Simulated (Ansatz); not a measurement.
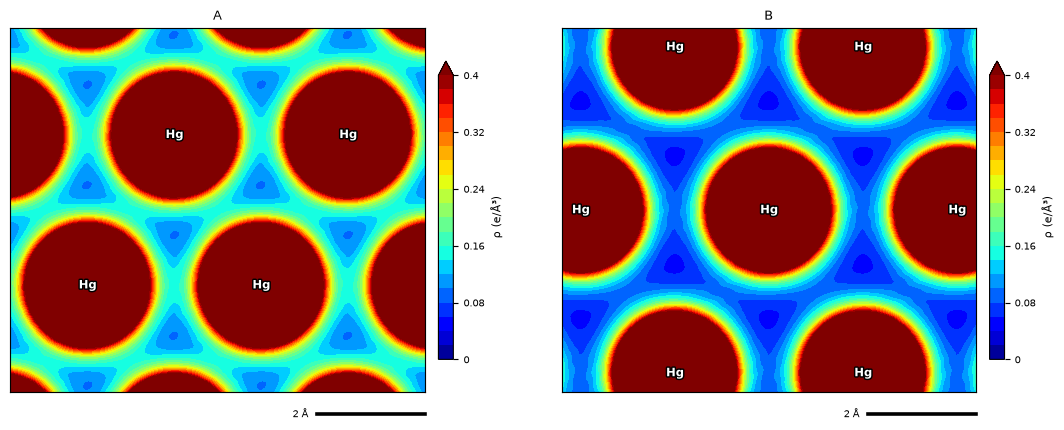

Hg. The valence electron density of two cells that differ in size, on the (100) plane of each (indices in the axes of the calculation cell), at one length scale and on one colour scale: B has 30.0 Å³ an atom and A 23.5.

Computed with Ansatz 0.2.0, DFT, r2SCAN, plane waves (500 eV) with PAW, scalar-relativistic.

The density is the valence pseudo-density of a PAW calculation; it isn't the true density close to the nuclei.

> What changes from the larger cell to the smaller?

From the larger cell to the smaller, Hg–Hg goes from 3.49 to 3.22 Å, and the density at its midpoint from 0.09 to 0.15 e/Å³; the pressure goes from −0.8 to 3.4 GPa.
